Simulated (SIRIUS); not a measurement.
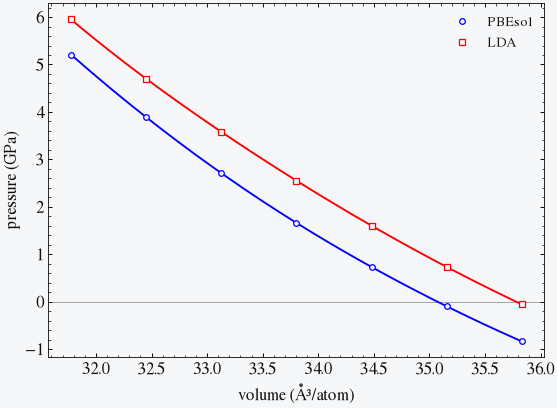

Method: plane-wave DFT, no spin polarisation; energies at scaled volumes of the given cell, shape and fractions fixed, counted from the fit's minimum, third-order Birch-Murnaghan fit (SIRIUS 7.12.0). All runs: no spin polarisation.

| setting | value |
| --- | --- |
| occupations | Fermi–Dirac |
| smearing width | 0.05 eV |
| wave cutoff | 983 eV |
| density cutoff | 3932 eV |

Caption: Pressure against volume, with one curve for each functional, for Sn (space group Fd-3m).

Settings that differ: PBEsol: k mesh 7×7×7, potentials dojo-sr-pbesol-0.4.1-standard; LDA: k mesh 3×3×3, potentials dojo-sr-pbe-0.4.1-standard.

The fitted equilibrium volumes, smallest first, are PBEsol 35.078, LDA 35.795 Å³/atom. The fitted bulk moduli, smallest first, are LDA 40.8, PBEsol 41.2 GPa. For PBEsol, the pressure falls from 5.21 GPa at volume 31.77 Å³/atom to −0.84 GPa at 35.83 Å³/atom, and changes sign near 35.07 Å³/atom. For LDA, the pressure falls from 5.95 GPa at volume 31.77 Å³/atom to −0.06 GPa at 35.83 Å³/atom.

Keep in mind: coarse k mesh (LDA); the fit and the printed pressures don't fully agree, or the minimum lies near the end of the range (LDA).
